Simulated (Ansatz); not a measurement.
Cu (Fd-3m, No. 227): coordinates from a relaxation with DFT PBE, scalar-relativistic, plane waves, PAW (Ansatz 0.2.0); the starting structure was generated, so it need not be a known form of this composition.

```cif
data_structure
_symmetry_space_group_name_H-M 'Fd-3m:1'
_symmetry_Int_Tables_number 227
_cell_length_a 6.8472
_cell_length_b 6.8472
_cell_length_c 6.8472
_cell_angle_alpha 90.000
_cell_angle_beta 90.000
_cell_angle_gamma 90.000
_cell_volume 321.03
loop_
_atom_site_label
_atom_site_type_symbol
_atom_site_symmetry_multiplicity
_atom_site_Wyckoff_symbol
_atom_site_fract_x
_atom_site_fract_y
_atom_site_fract_z
_atom_site_occupancy
Cu1 Cu 16 c 0.12500 0.62500 0.62500 1
```

What will a Z-contrast image along [210] show? Simulated incoherent Z contrast: every atom adds Z^1.6 spread by a probe of 0.53 Å full width; channelling and multiple scattering are left out. The probe carries 25 % of its weight in a tail 2.5 times as wide. The display is stretched by a gamma of 0.65; percentages refer to the linear signal. Shot noise was added.

Answer. The columns repeat on a rectangular net of 0.77 × 1.71 Å (plane group p2mm). All columns are alike (Cu). The shortest distance between visible columns is 0.77 Å in projection. Along the beam the structure repeats every 15.31 Å.

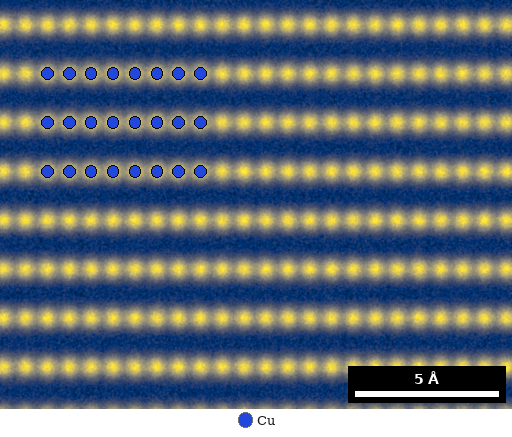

The simulated image, with the columns of the model marked in one corner.
